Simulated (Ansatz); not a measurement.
**LiF: density, localisation and related maps**

Input file:

```
crystal:
  lattice:
    - [-0.0338848467, 2.144610548, 2.144610548]
    - [2.144610548, -0.0338848467, 2.144610548]
    - [2.1107257013, 2.1107257013, 0.0]
  atoms:
    - { symbol: Li, position: [-0.003072124, -0.003072124, 0.003072124] }
    - { symbol: F, position: [0.253072124, 0.253072124, 0.246927876] }
kpoints:
  mp_grid: { grid: [10, 10, 10] }
  band_path:
    path:
      - [0.0, 0.0, 0.0]
      - [-0.5, -0.5, 0.0]
      - [-0.375, -0.375, 0.25]
      - [-0.375, 0.0, 0.375]
      - [0.0, 0.0, 0.5]
      - [-0.5, -0.25, 0.25]
      - [-0.002604, -0.002604, 0.0]
    npoints: 1
hamiltonian:
  xc: r2scan
scf:
  occupations: { method: fixed }
  n_extra_bands: 4
output:
  forces: true
  stress: true
  eigenvalues: true
  write_density: true
  write_potential: true
  elf: true
  volumetric_format: npy
```

Command:

```sh
ansatz run input.yaml --threads 4 --pin off --max-ram 3686MiB --backend cpu --events-out ev --progress --plain --runs-dir out
```

Below, planes, directions and counts refer to the conventional cell (a = 2.99 Å, b = 3.08 Å, c = 4.29 Å, α = 90.00°, β = 90.00°, γ = 90.00°).

Space group Imm2; started from the zincblende prototype, which need not be the ambient phase; changed on purpose from its base cell (shear xy strain -3.2%).

Theory: Ansatz 0.2.0, DFT, r2SCAN, plane waves, PAW.

The density is the valence pseudo-density of a PAW calculation; it isn't the true density close to the nuclei.

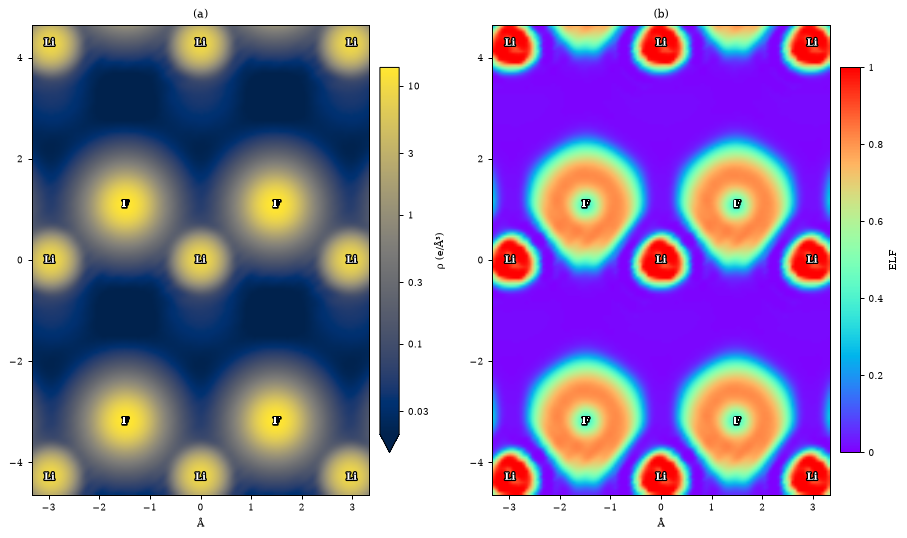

Figure 1. (a) valence electron density; (b) ELF on the (010) plane of the conventional cell.

What do the fields say about this system?

Answer.
- The section cuts through Li and F sites.
- Li–F (1.85 Å): ρ is about 0.4 e/Å³ halfway; the ELF peaks at about 0.85 in the valence shell of F, 0.7 Å from its nucleus, and falls to about 0 next to Li: an ionic contact with no shared pair.
- Between the atoms the lowest density in this plane is 0.01 e/Å³.
- The features right at Li lie inside the PAW spheres, where the map follows smoothed inner orbitals and isn't to be read closely.

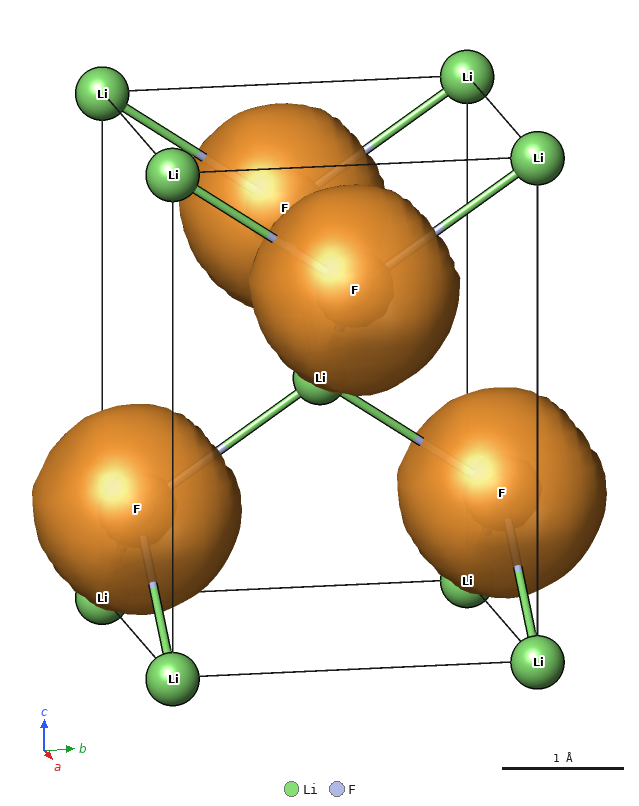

Figure 2. Isosurface of the electron localisation function at 0.7 (orange), seen slightly off an axis. Only the valence region is drawn (cores and ρ < 0.01 e/Å³ removed). Sticks mark near contacts.

Identify the bonds, lone pairs and shells in this picture.

Answer. The ELF exceeds this value in two regions wrapped around F (the valence shell of each), counted in one cell of 4 atoms. Regions shared between cells count once.

Metal or insulator at this level of theory?

Answer. It is gapped, with a Kohn–Sham gap of 8.6 eV on the k-point mesh, an upper bound to the gap of this method.
